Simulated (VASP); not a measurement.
**GaN: a changed input and its effect**

System: GaN (I-4m2, 2 atoms in the cell).
Method of the first run: DFT, PBE, plane waves, PAW (VASP 6.6.1).

The structure derives from a Materials Project entry. The geometry comes from this level: r2SCAN (a point of a series of strains). 

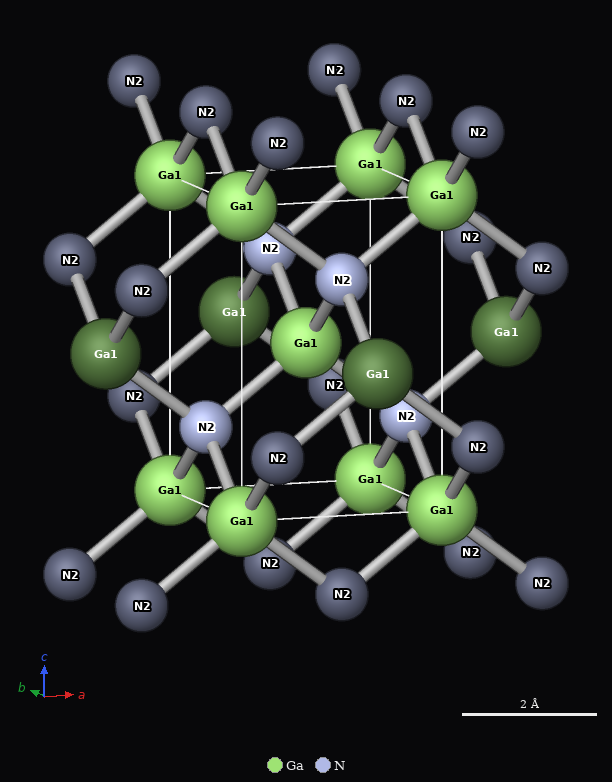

**Figure 1.** The structure as given in the input (ball-and-stick view of the cell 2 times as large as that of the calculation, set on its symmetry axes, seen slightly off an axis; neighbours outside the cell are drawn fainter; atoms are numbered from 1 in the order of the input). Near neighbours in the crystal (not all of them lie inside the picture): Ga has 4 N at 1.99 Å; N has 4 Ga at 1.99 Å.

## INCAR, the first run
```
ENCUT = 520.000000
SIGMA = 0.020000
EDIFF = 1.00e-07
GGA = PE
PREC = Accurate
IBRION = -1
ISIF = 2
ISMEAR = -1
NBANDS = 16
NELM = 120
NSW = 0
LASPH = .TRUE.
LCHARG = .FALSE.
LWAVE = .FALSE.
LREAL = .FALSE.
```

## KPOINTS, the first run
```
KPOINTS created by Atomic Simulation Environment
0
Gamma
10 10 10
0 0 0
```

## KPOINTS_OPT, the first run
```
special points
6
Reciprocal
0.0000000000 0.0000000000 0.0000000000 1
-0.5000000000 -0.5000000000 0.0000000000 1
-0.3750000000 -0.3750000000 0.2500000000 1
-0.3750000000 0.0000000000 0.3750000000 1
0.0000000000 0.0000000000 0.5000000000 1
-0.5000000000 -0.2500000000 0.2500000000 1
```

## POSCAR, the first run
```
Ga N
 1.0000000000000000
     0.0000000000000000    2.2489526240000002    2.3834399908999999
     2.2489526240000002    0.0000000000000000    2.3834399908999999
     2.2489526240000002    2.2489526240000002    0.0000000000000000
 Ga  N
   1   1
Cartesian
  0.0000000000000000  0.0000000000000000  0.0000000000000000
  3.3734289360000003  3.3734289360000003  3.5751599863500001
```

Launched with:
```bash
mpirun -np 1 vasp_std
```

Hardware: 1 CPU thread, shared host.

## OSZICAR and lines of OUTCAR (the first run)
```
N       E                     dE             d eps       ncg     rms          rms(c)
DAV:   1     0.855144083741E+02    0.85514E+02   -0.92972E+03  3544   0.199E+03
DAV:   2    -0.767540103347E+01   -0.93190E+02   -0.86630E+02  3720   0.332E+02
DAV:   3    -0.139694610006E+02   -0.62941E+01   -0.62674E+01  3800   0.725E+01
DAV:   4    -0.140450807088E+02   -0.75620E-01   -0.75607E-01  4216   0.866E+00
DAV:   5    -0.140460729648E+02   -0.99226E-03   -0.99225E-03  3960   0.864E-01    0.754E+00
DAV:   6    -0.121306790026E+02    0.19154E+01   -0.49814E+00  4936   0.382E+01    0.270E+00
DAV:   7    -0.121322624140E+02   -0.15834E-02   -0.29623E-01  3520   0.679E+00    0.175E+00
DAV:   8    -0.121285443751E+02    0.37180E-02   -0.69749E-02  3616   0.316E+00    0.880E-01
DAV:   9    -0.121237002064E+02    0.48442E-02   -0.13639E-02  4872   0.244E+00    0.247E-01
DAV:  10    -0.121241328039E+02   -0.43260E-03   -0.13376E-03  3720   0.428E-01    0.134E-01
DAV:  11    -0.121240504080E+02    0.82396E-04   -0.22202E-04  4768   0.246E-01    0.132E-02
DAV:  12    -0.121240546789E+02   -0.42709E-05   -0.25443E-05  3760   0.456E-02    0.312E-03
DAV:  13    -0.121240546215E+02    0.57396E-07   -0.49296E-07  4328   0.119E-02
   1 F= -.12124055E+02 E0= -.12124055E+02  d E =-.113333E-10
       N       E                     dE             ncg
DAV:   1     0.201899459584E+04   -0.40840E+04      208
DAV:   2     0.149246377505E+04   -0.52653E+03      232
DAV:   3     0.145910897256E+04   -0.33355E+02      224
DAV:   4     0.145870039863E+04   -0.40857E+00      264
DAV:   5     0.145869607053E+04   -0.43281E-02      216
DAV:   6     0.145869592199E+04   -0.14854E-03      304
DAV:   7     0.145869591976E+04   -0.22376E-05      200
DAV:   8     0.145869591967E+04   -0.84999E-07      240
[... from OUTCAR:]
   NELECT =      18.0000    total number of electrons
 E-fermi :   5.2062
  free  energy   TOTEN  =       -12.1240546215 eV
  energy  without entropy=      -12.1240546215  energy(sigma->0) =      -12.12405462
```

The input of the second run differs as follows (lines with − go, lines with + come):
```diff
-SIGMA = 0.020000
+SIGMA = 0.010000
-GGA = PE
+ALGO = Normal
+METAGGA = R2SCAN
-ISMEAR = -1
+ISMEAR = 0
```

Predict how the results change.

The total energies belong to different methods, so their difference says nothing on which is more stable or more accurate. The gap on the mesh goes from 1.28 to 1.66 eV. The pressure goes from −4.04 to −9.38 GPa. The functional changes from PBE to R2SCAN. The SCF takes 25 iterations against 13.

## OSZICAR and lines of OUTCAR (the second run)
```
N       E                     dE             d eps       ncg     rms          rms(c)
DAV:   1     0.748586457203E+02    0.74859E+02   -0.95162E+03  3544   0.204E+03
DAV:   2    -0.201413543528E+02   -0.95000E+02   -0.88410E+02  3720   0.341E+02
DAV:   3    -0.266217741455E+02   -0.64804E+01   -0.64534E+01  3792   0.746E+01
DAV:   4    -0.267009490927E+02   -0.79175E-01   -0.79162E-01  4248   0.897E+00
DAV:   5    -0.267019899533E+02   -0.10409E-02   -0.10409E-02  3936   0.895E-01    0.698E+00
DAV:   6    -0.217452933819E+02    0.49567E+01   -0.35393E+00  4936   0.394E+01    0.245E+00
DAV:   7    -0.218262118194E+02   -0.80918E-01   -0.37770E-01  3512   0.697E+00    0.170E+00
[...]
   1 F= -.21836596E+02 E0= -.21836596E+02  d E =-.521029E-37
       N       E                     dE             ncg
DAV:   1     0.197455056848E+04   -0.41284E+04      208
DAV:   2     0.143354396543E+04   -0.54101E+03      216
DAV:   3     0.139601513903E+04   -0.37529E+02      224
DAV:   4     0.139554929842E+04   -0.46584E+00      256
DAV:   5     0.139554455070E+04   -0.47477E-02      224
DAV:   6     0.139554439822E+04   -0.15248E-03      304
DAV:   7     0.139554439747E+04   -0.74895E-06      224
DAV:   8     0.139554439745E+04   -0.25081E-07      216
[... from OUTCAR:]
   NELECT =      18.0000    total number of electrons
 E-fermi :   4.6532
  free  energy   TOTEN  =       -21.8365961480 eV
  energy  without entropy=      -21.8365961480  energy(sigma->0) =      -21.83659615
```

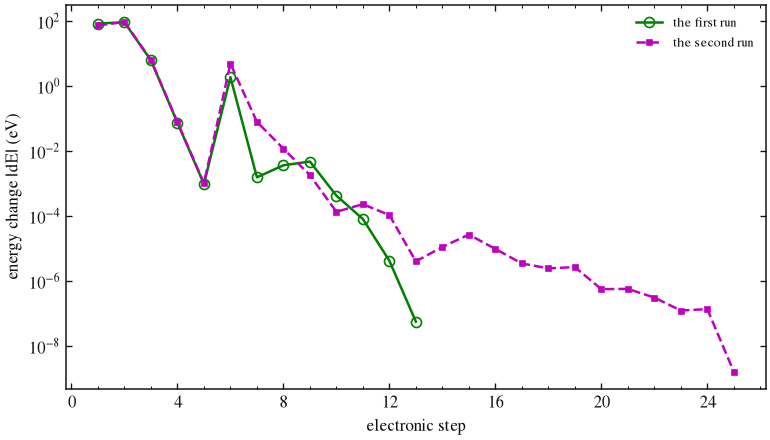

**Figure 2.** Convergence of the two runs: energy change |dE| against the electronic step. The first run takes 13 steps in all, and the second run takes 25.

## The two runs side by side

| quantity | the first run | the second run |
| --- | --- | --- |
| outcome | converged | converged |
| free energy per atom (eV) | −6.0620 | −10.9183 |
| gap on the mesh (eV) | 1.28 | 1.66 |
| pressure (GPa) | −4.04 | −9.38 |
| largest force (eV/Å) | 0.000 | 0.000 |
| SCF iterations | 13 | 25 |
| irreducible k-points | 102 | 102 |
